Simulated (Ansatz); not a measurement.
## A series of single points on ZrB

System: ZrB (I4/mmm, 2 atoms in the cell).
Method: DFT PBE, scalar-relativistic, plane waves, PAW, no spin polarisation (Ansatz 0.2.0).

The 5 runs differ only in the geometry, by a strain of the cell at fixed fractional positions. Against run 3, the strain is εxx = η and εyy = η. The structure derives from an entry of the Crystallography Open Database.

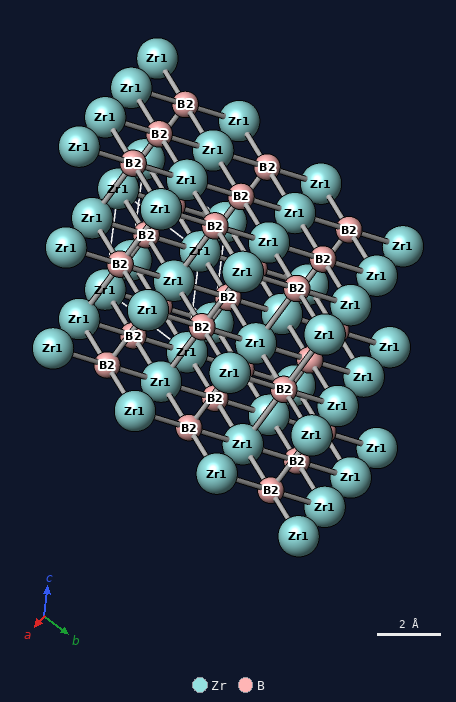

Figure 1. The structure of run 3 (ball-and-stick view of the reduced cell, repeated 3 × 3 × 2, seen slightly off an axis; atoms are numbered from 1 in the order of the input). An atom can appear more than once, as a periodic image.

### Input of run 3
```yaml
crystal:
  lattice:
    - [0.0, 2.325, 2.359875]
    - [2.325, 0.0, 2.359875]
    - [2.325, 2.325, 0.0]
  atoms:
    - { symbol: Zr, position: [0.0, 0.0, 0.0] }
    - { symbol: B, position: [0.5, 0.5, 0.5] }
basis:
  ecutwfc: 420
kpoints:
  mp_grid: { grid: [18, 18, 18] }
hamiltonian:
  xc: pbe
scf:
  occupations: { method: gaussian, width: 0.15 }
output:
  forces: true
  stress: true
  eigenvalues: true
```

Command:
```bash
ansatz run input.yaml --threads 1 --pin off --max-ram 2560MiB --backend cpu --events-out ev --progress --plain --runs-dir out
```

Lattice vectors (Å) and fractional positions of run 3:
```
   0.000000    2.325000    2.359875
   2.325000    0.000000    2.359875
   2.325000    2.325000    0.000000
Zr  0.000000  0.000000  0.000000
B   0.500000  0.500000  0.500000
```

Run 2 differs from it as follows:
```diff
-    - [0.0, 2.325, 2.359875]
-    - [2.325, 0.0, 2.359875]
-    - [2.325, 2.325, 0.0]
+    - [0.0, 2.290125, 2.359875]
+    - [2.290125, 0.0, 2.359875]
+    - [2.290125, 2.290125, 0.0]
```

### Results, with one run withheld

```csv
run,strain parameter η (%),"free energy per atom, from the lowest run given (meV)",pressure (GPa)
1,−3.0000,323.50,49.32
2,−1.5000,?,?
3,0.0000,112.57,30.76
4,1.5000,45.32,23.04
5,3.0000,0.00,16.28
```

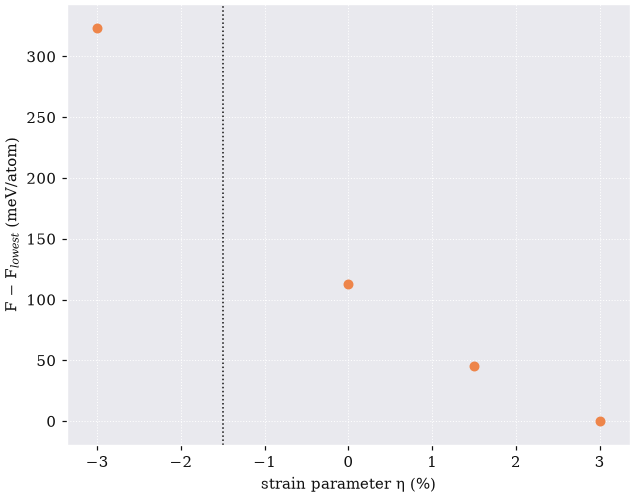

Figure 2. Free energy per atom of the runs given; the dotted line marks run 2.

Estimate the energy of run 2 from the others.

A quadratic polynomial in the coordinate, fitted to the 4 runs given, misses them by at most 0.77 meV per atom. With x = η − 0.3750, it reads F = 93.717 − 49.794 x + 5.4107 x² (meV per atom). At run 2 it gives 206.10 meV per atom, and the run itself gives 204.44. The fit has no minimum inside this range. The fit misses that run by 1.66 meV per atom.

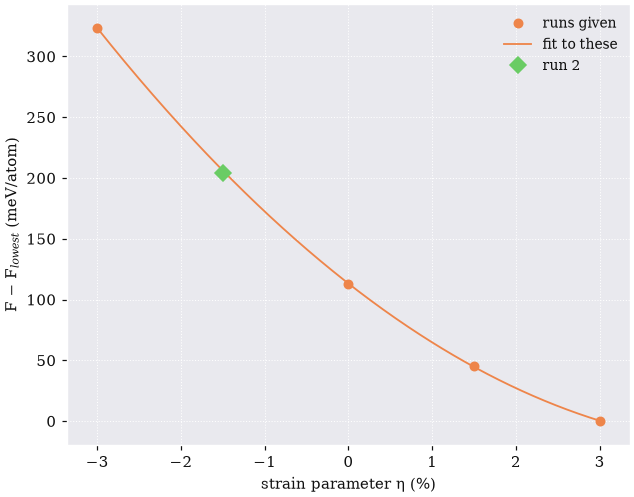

Figure 3. The fit and the withheld run.

### Output, shortened to warnings, some set-up lines, iterations and results (run 2)
```
Basis set: ecut = 420 eV, 515 PW (Γ), exchange–correlation on 48×48×48 points (8 copies of the dense FFT grid, shifted against one another)
Symmetry: 16 space group operations
k-points: 480 of 5832
Initial density: superposition of atomic densities (neutral atoms: chi_scale 0, normalization atom), corrected by the library's trained network
[...]
SCF iter   1: F=—  HF=-4340.013280 eV  |F-HF|=—  |Δ(HF+E_count)|=         —  Δρ=3.46e-3  dr2=2.60e-3  ethr=1.77e-3  ⟨swp⟩=5.0  Hψ=28880  notcnv=0
SCF iter   2: F=—  HF=-4340.012917 eV  |F-HF|=—  |Δ(HF+E_count)|=   3.63e-4  Δρ=2.20e-3  dr2=1.03e-3  ethr=1.73e-5  ⟨swp⟩=1.9  Hψ=11241  notcnv=0
SCF iter   3: F=—  HF=-4340.012758 eV  |F-HF|=—  |Δ(HF+E_count)|=   1.59e-4  Δρ=3.92e-4  dr2=4.19e-5  ethr=6.86e-6  ⟨swp⟩=2.0  Hψ=8082  notcnv=0
SCF iter   4: F=—  HF=-4340.012748 eV  |F-HF|=—  |Δ(HF+E_count)|=   9.34e-6  Δρ=1.47e-4  dr2=3.35e-6  ethr=2.79e-7  ⟨swp⟩=2.0  Hψ=7186  notcnv=0
SCF iter   5: F=—  HF=-4340.012747 eV  |F-HF|=—  |Δ(HF+E_count)|=   1.16e-6  Δρ=5.41e-5  dr2=6.94e-7  ethr=2.23e-8  ⟨swp⟩=2.0  Hψ=9093  notcnv=0
SCF iter   6: F=-4340.012747 eV  HF=-4340.012747 eV  |F-HF|=5.87e-8  |Δ(HF+E_count)|=   1.76e-7  Δρ=1.70e-5  dr2=7.42e-8  ethr=6.67e-10  ⟨swp⟩=3.6  Hψ=21183  notcnv=0
SCF 1 converged in 6 iterations: F = -4340.012747 eV  dr2 = 7.42e-8
SCF converged after 6 iterations
Free energy (F): -4340.012747 eV
Harris-Foulkes:  -4340.012747 eV  (|F-HF|=5.87e-8)
Internal energy: -4340.000556 eV  (E = F + TS)
E sigma→0 (E₀):  -4340.006652 eV
Entropy (-TS):   -0.012191 eV (-6.095 meV/atom)
Fermi energy:    14.805990 eV
--- Per-component energies (eV) ---
  E_band       = -37.726262
  E_kinetic    = 389.820844
  E_local      = -554.329863  (includes V_loc(G=0)·N_el)
  E_nonlocal   = 92.791635
  E_hartree    = 175.561786
  E_xc         = -197.245736
  E_vxc        = -233.683949  (∫ρ·V_xc dr)
  E_paw        = -3032.986114  (= ΣΔE_a)
  E_vpaw       = -83.443095  (= ΣTr[D̂ρ^β])
  E_aug_tail   = 0.000020  (compensation charges beyond the density's cutoff)
  E_ewald      = -1213.613128
  E_smearing   = -0.012191  (= −TS)
  E_closure    = 0.000000  (closes the sum)
  Σ components = -4340.012747   (vs F -4340.012747, Δ=0.00e0)
--- Forces (eV/Å), atoms counted from 1 ---
  atom   1  Zr    -0.00000000    -0.00000000     0.00000000
  atom   2  B      0.00000000    -0.00000000     0.00000000
  max |Σ_I F_I| component: 2.96e-31 eV/Å
--- Stress (GPa, compression-positive) ---
       44.667756       0.000000       0.000000
        0.000000      44.667756       0.000000
        0.000000       0.000000      29.329529
  P = ⅓ Tr σ = 39.5550 GPa (395.550 kbar)
```
